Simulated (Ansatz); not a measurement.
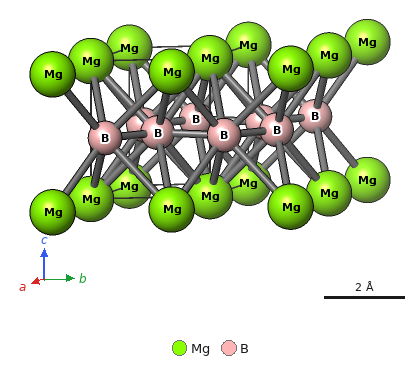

**Figure 1.** The structure as given in the input (ball-and-stick view of the cell of the calculation, repeated 2 × 2 × 1, seen slightly off an axis).

**Run report: MgB₂, band-structure calculation**

System: MgB₂ (3 atoms in the cell).
Method: DFT r2SCAN, scalar-relativistic, plane waves, PAW, no spin polarisation (Ansatz 0.2.0).

The structure derives from an entry of the Crystallography Open Database. Figures and captions count atoms from 1; the log counts them from 0 in places.

Input file
```yaml
crystal:
  lattice:
    - [3.0693994717, 0.0, 0.0]
    - [-1.5346997359, 2.6581779169, 0.0]
    - [0.0, 0.0, 3.5082967609]
  atoms:
    - { symbol: Mg, position: [0.0, 0.0, 0.0] }
    - { symbol: B, position: [0.3333333333, 0.6666666667, 0.5] }
    - { symbol: B, position: [0.6666666667, 0.3333333333, 0.5] }
basis:
  ecutwfc: 500
kpoints:
  mp_grid: { grid: [18, 18, 12] }
  band_path:
    path:
      - [[0.0, 0.0, 0.0], [0.5, 0.0, 0.0], [0.33333333, 0.33333333, 0.0], [0.0, 0.0, 0.0], [0.0, 0.0, 0.5], [0.5, 0.0, 0.5], [0.33333333, 0.33333333, 0.5], [0.0, 0.0, 0.5]]
      - [[0.5, 0.0, 0.5], [0.5, 0.0, 0.0]]
      - [[0.33333333, 0.33333333, 0.5], [0.33333333, 0.33333333, 0.0]]
    npoints: 14
hamiltonian:
  xc: r2scan
scf:
  occupations: { method: gaussian, width: 0.1 }
  n_extra_bands: 7
output:
  forces: true
  stress: true
  eigenvalues: true
  populations: true
  dos: { projected: true, de: 0.02, nscf_kmesh: { grid: [27, 27, 18] } }
  bader: true
```

Run as:
```bash
ansatz run input.yaml --threads 1 --pin off --max-ram 2560MiB --backend cpu --events-out ev --progress --plain --runs-dir out
```

Output
```
scf.n_extra_bands = 7 over 8 filled bands (N_el = 16.0): the run solves 15 bands
Engine: ansatz 0.2.0, aarch64-unknown-linux-gnu
Pseudopotentials: kind: paw
Pseudopotential: Mg, paw, valence charge 10, recommended cutoff 500 eV (meta_gga), Mg.paw.azcp
Pseudopotential: B, paw, valence charge 3, recommended cutoff 500 eV (meta_gga), B.paw.azcp
Functional definition: r2SCAN
  parameter k0 = 0.174
  parameter k1 = 0.065
  parameter a1 = 4.9479
  exchange = r2scan_x(k0 = k0, k1 = k1, a1 = a1)
  correlation = r2scan_c
Crystal: 3 atoms, lattice volume = 28.624 Å³
Basis set: ecut = 500 eV, 745 PW (Γ), exchange–correlation on 96×96×108 points (64 copies of the dense FFT grid, shifted against one another)
Bands: 15, of which v1, the nominal top of the filled ones, is band 8 counted from 1 (7 counted from 0)
Symmetry: 24 space group operations
Space group: P6/mmm (ITA 191), of the structure as read, at distance tolerance 3.1e-5 Å
k-points: 259 of 3888
Non-local potential: Mg, projectors of the file, l = 0: 3, l = 1: 2, l = 2: 1
Non-local potential: B, projectors of the file, l = 0: 2, l = 1: 2, l = 2: 1
PAW form: soft (Blöchl's): semilocal exchange-correlation on the pseudo side does not see the compensation charge
PAW frozen core: Mg, regenerated for the run's functional (the file was generated under x = pbe(κ = 0.804, μ = 0.2195149727645171), c = pbe(β = 0.06672455060314922))
PAW frozen core: B, regenerated for the run's functional (the file was generated under x = pbe(κ = 0.804, μ = 0.2195149727645171), c = pbe(β = 0.06672455060314922))
PAW one-centre angular grid: Mg, 302 points (default); XC on 224 Gauss nodes
PAW one-centre angular grid: B, 302 points (default); XC on 160 Gauss nodes
Initial density: superposition of atomic densities (neutral atoms: chi_scale 0, normalization atom), corrected by the library's trained network
Initial wavefunctions: pseudopotential atomic-orbital guess
Functional: x = r2scan, c = r2scan; τ floored in thin density (d = 2e-4 eV/Å³)
SCF iter   1: F=—  HF=-2239.997451 eV  |F-HF|=—  |Δ(HF+E_count)|=         —  Δρ=7.28e-3  dr2=5.09e-3  dr2_τ=2.26e-1  ethr=1.77e-3  ⟨swp⟩=5.0  Hψ=20951  notcnv=0  defer=166
preconditioner: auto → none  [metal: Δε(μ)=0.014 eV  Ē_g=14.923 eV  σ=0.100 eV  W_gap=0.08  n_scr=8 (ndim 8)  ℏωp=19.6 eV  f_vac=0.000  D(μ)=0.58/eV (n_scr^D=2)  sad-step TF]
SCF iter   2: F=—  HF=-2240.061108 eV  |F-HF|=—  |Δ(HF+E_count)|=   6.37e-2  Δρ=4.02e-3  dr2=2.59e-3  dr2_τ=5.17e-5  ethr=3.18e-5  ⟨swp⟩=2.0  Hψ=9323  notcnv=0  defer=519
SCF iter   3: F=—  HF=-2240.061813 eV  |F-HF|=—  |Δ(HF+E_count)|=   7.05e-4  Δρ=1.12e-3  dr2=2.50e-4  dr2_τ=9.15e-6  ethr=1.62e-5  ⟨swp⟩=2.4  Hψ=4749  notcnv=0  defer=519
SCF iter   4: F=—  HF=-2240.061819 eV  |F-HF|=—  |Δ(HF+E_count)|=   6.55e-6  Δρ=2.22e-4  dr2=9.66e-6  dr2_τ=9.70e-7  ethr=1.56e-6  ⟨swp⟩=2.2  Hψ=4285  notcnv=0  defer=519
SCF iter   5: F=—  HF=-2240.061825 eV  |F-HF|=—  |Δ(HF+E_count)|=   5.57e-6  Δρ=3.26e-5  dr2=1.45e-7  dr2_τ=1.44e-8  ethr=6.04e-8  ⟨swp⟩=2.4  Hψ=4331  notcnv=0  defer=519
SCF iter   6: F=-2240.061825 eV  HF=-2240.061825 eV  |F-HF|=1.76e-9  |Δ(HF+E_count)|=   2.60e-7  Δρ=4.36e-6  dr2=1.06e-8  dr2_τ=1.21e-10  ethr=6.25e-10  ⟨swp⟩=8.2  Hψ=17600  notcnv=0
SCF 1 converged in 6 iterations: F = -2240.061825 eV  dr2 = 1.06e-8
  greatest PAW one-centre occupation: 1.000 electrons in one spin orbital (limit 2), on the Mg atom at site 0 (counted from 0), in its partial waves of l = 0
NSCF: frozen V_eff on 129 k-points
NSCF: frozen V_eff on 750 k-points
SCF converged after 6 iterations
Free energy (F): -2240.061825 eV
Harris-Foulkes:  -2240.061825 eV  (|F-HF|=1.76e-9)
Internal energy: -2240.058731 eV  (E = F + TS)
E sigma→0 (E₀):  -2240.060278 eV
Entropy (-TS):   -0.003094 eV (-1.031 meV/atom)
Fermi energy:    9.383153 eV
--- Per-component energies (eV) ---
  E_band       = -307.965318
  E_kinetic    = 173.774230
  E_local      = -1515.509148  (includes V_loc(G=0)·N_el)
  E_nonlocal   = 117.944245
  E_hartree    = 540.169630
  E_xc         = -90.893643
  E_vxc        = -123.107881  (∫ρ·V_xc dr)
  E_paw        = -455.816276  (= ΣΔE_a)
  E_vpaw       = -47.881187  (= ΣTr[D̂ρ^β])
  E_aug_tail   = -0.000005  (compensation charges beyond the density's cutoff)
  E_vtau       = 6.474433  (kinetic-family band-sum trace: ∫τ·v_τ [+ j·A + Jᵃ·Aᵃ] dr)
  E_ewald      = -1009.664671
  E_core_change = -0.063092  (= ΣΔE_core)
  E_smearing   = -0.003094  (= −TS)
  E_closure    = 0.000000  (closes the sum)
  Σ components = -2240.061825   (vs F -2240.061825, Δ=0.00e0)
--- Forces (eV/Å), atoms counted from 1 ---
  atom   1  Mg     0.00000000     0.00000000     0.00000000
  atom   2  B     -0.00000000    -0.00000000     0.00000000
  atom   3  B      0.00000000     0.00000000     0.00000000
  max |Σ_I F_I| component: 7.40e-17 eV/Å
--- Stress (GPa, compression-positive) ---
       -0.000231      -0.000000      -0.000000
       -0.000000      -0.000231       0.000000
       -0.000000       0.000000       0.046529
  P = ⅓ Tr σ = 0.0154 GPa (0.154 kbar)
--- Band table (eV; the first three rows and the last of 259) ---
  k-point 0: bands = ["-68.7861", "-33.8860", "-33.8860", "-33.8700", "-3.9191", "6.2330", "9.7915", "9.7915", "11.3974", "16.0952", "16.0952", "18.0243", "20.3238", "23.3760", "26.7351"]
  k-point 1: bands = ["-68.7860", "-33.8860", "-33.8860", "-33.8706", "-3.8566", "5.7382", "9.8164", "9.8164", "12.0470", "16.1138", "16.1138", "18.0268", "20.2991", "23.4360", "26.0432"]
  k-point 2: bands = ["-68.7860", "-33.8859", "-33.8859", "-33.8720", "-3.6743", "4.6893", "9.8857", "9.8857", "13.5600", "16.1656", "16.1656", "18.0339", "20.2325", "23.6096", "24.8452"]
  k-point 258: bands = ["-68.7819", "-33.9143", "-33.9143", "-33.8696", "2.4658", "2.4658", "3.9053", "7.2872", "7.2872", "13.6498", "22.0792", "22.1590", "22.1590", "24.7111", "24.7111"]
--- Löwdin populations: 3 sites ---
  site symbol       q [e]
     0     Mg      8.3197
     1      B      3.8023
     2      B      3.8023
  spilling = 0.004734 (of n_electrons = 16.000000)
--- Bader charges: 3 sites ---
  site symbol  charge [e]  shift [e]
     0     Mg      1.6710     0.0004
     1      B     -0.8355     0.0002
     2      B     -0.8355     0.0002
  estimated error of the sums over rays = 1.4e-4 e
```

File populations.tsv
```
# site	symbol	l	j	q
# orbitals = lowdin
# n_electrons = 16.000000
# spilling = 0.004734
0	Mg	0_2S	-	1.990207
0	Mg	0_3S	-	0.329857
0	Mg	1_2P	-	5.999665
1	B	0_2S	-	0.876742
1	B	1_2P	-	2.925518
2	B	0_2S	-	0.876742
2	B	1_2P	-	2.925518
```

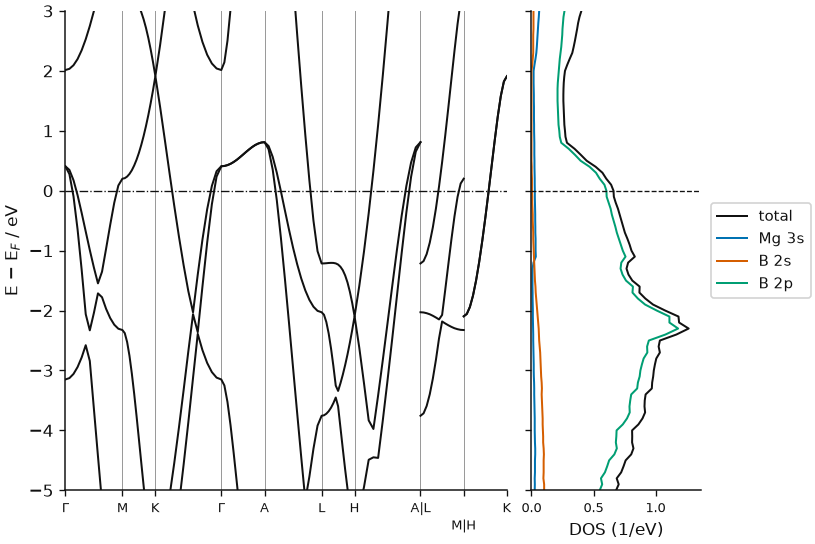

**Figure 2.** Band structure along Γ–M–K–Γ–A–L–H–A|L–M|H–K and density of states (projected on Löwdin-orthogonalised atomic shells), with energies from the Fermi level. Bands cross the Fermi level: a metal at this level of theory.

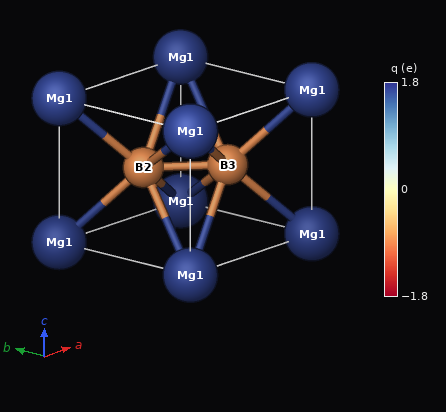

**Figure 3.** Bader charges, as the colour of each atom (ball-and-stick view of the cell of the calculation, seen at an oblique angle; atoms are numbered from 1 in the order of the input). By element: Mg +1.67 and B −0.84 e.

Results in brief

| quantity | value |
| --- | --- |
| outcome | converged |
| space group (tolerance 0.01 Å) | P6/mmm (191) |
| electrons treated | 16 |
| free energy | −2240.0618 eV |
| Fermi energy | 9.383 eV |
| gap on the k-point mesh | none (metallic) |
| pressure | 0.02 GPa |
| largest force (length of the vector) | under 0.001 eV/Å |
| hardware | 1 thread of Arm Neoverse V1, 24 GiB of memory available, shared host |
| wall time | 47 s |
| peak memory | 0.52 GiB |
